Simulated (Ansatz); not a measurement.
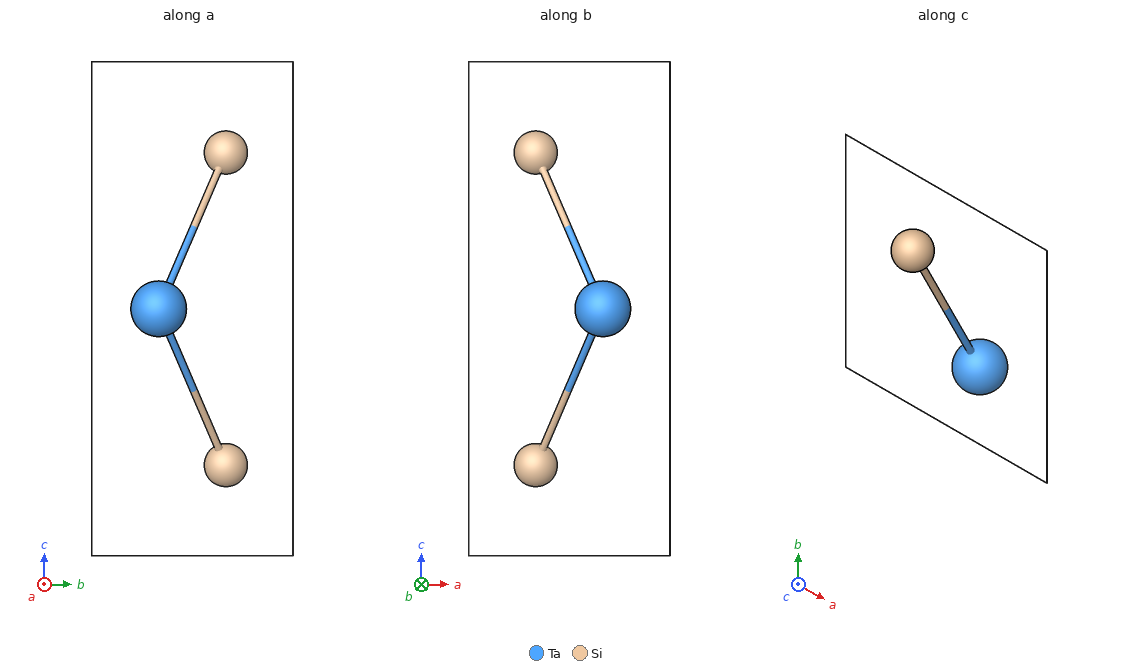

Drawn in the ball-and-stick manner and seen along the a axis, along the b axis and along the c axis. The wireframe shows the conventional unit cell.

Lattice parameters: a = 2.9908 Å, b = 2.9908 Å, c = 6.3524 Å, α = 90.000°, β = 90.000°, γ = 120.000°.

From the views, write a CIF with its space group and independent sites, with free fractional coordinates to two decimals.

Answer.
```cif
data_structure
_symmetry_space_group_name_H-M 'P -6 m 2'
_symmetry_Int_Tables_number 187
_cell_length_a 2.9908
_cell_length_b 2.9908
_cell_length_c 6.3524
_cell_angle_alpha 90.000
_cell_angle_beta 90.000
_cell_angle_gamma 120.000
_cell_volume 49.21
loop_
_atom_site_label
_atom_site_type_symbol
_atom_site_symmetry_multiplicity
_atom_site_Wyckoff_symbol
_atom_site_fract_x
_atom_site_fract_y
_atom_site_fract_z
_atom_site_occupancy
Ta1 Ta 1 f 0.6667 0.3333 0.50 1
Si1 Si 2 h 0.3333 0.6667 0.18 1
```

Starting structure: a random cell made by a generator, so it need not be a real form of the compound. The structure drawn was relaxed with DFT PBE, scalar-relativistic, plane waves, PAW (Ansatz 0.2.0).
